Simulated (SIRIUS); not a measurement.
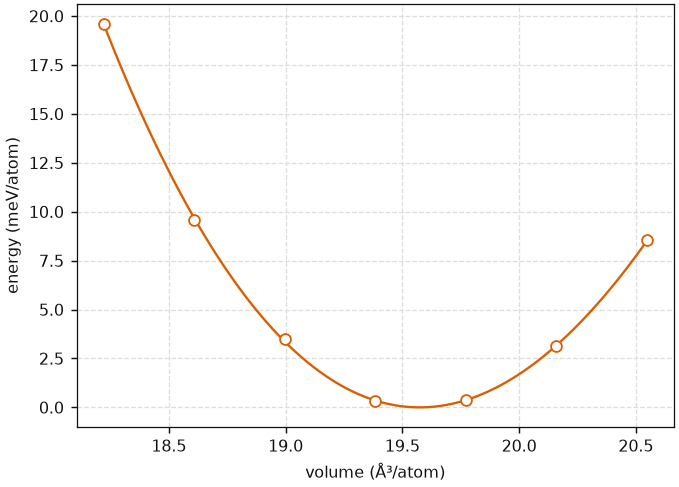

The picture above shows the energy against volume for Ge, space group I4/mmm (No. 139).

Cell as given: a = 2.947 Å, b = 2.947 Å, c = 2.947 Å, α = 113.84°, β = 113.84°, γ = 101.06°; 1 atom.

Computed with SIRIUS 7.12.0: all-electron LAPW DFT, no spin polarisation; energies at scaled volumes of the given cell, shape and fractions fixed, counted from the fit's minimum, third-order Birch-Murnaghan fit. Level: PBE.

k mesh 12×12×12; occupations Fermi–Dirac; smearing width 0.05 eV; potentials all electron FP LAPW; program settings basis apw+lo standard, gk cutoff 3.5 1/bohr, pw cutoff 20 1/bohr.

Tabulate the plotted points.

```json
{"volume (Å³/atom)": "18.22", "energy (meV/atom)": "19.61"}
{"volume (Å³/atom)": "18.61", "energy (meV/atom)": "9.57"}
{"volume (Å³/atom)": "19.00", "energy (meV/atom)": "3.47"}
{"volume (Å³/atom)": "19.38", "energy (meV/atom)": "0.31"}
{"volume (Å³/atom)": "19.77", "energy (meV/atom)": "0.39"}
{"volume (Å³/atom)": "20.16", "energy (meV/atom)": "3.13"}
{"volume (Å³/atom)": "20.55", "energy (meV/atom)": "8.53"}
```

Limits of the calculation: shape and atomic fractions are frozen while scaling, which makes layered, chain and framework solids too stiff.
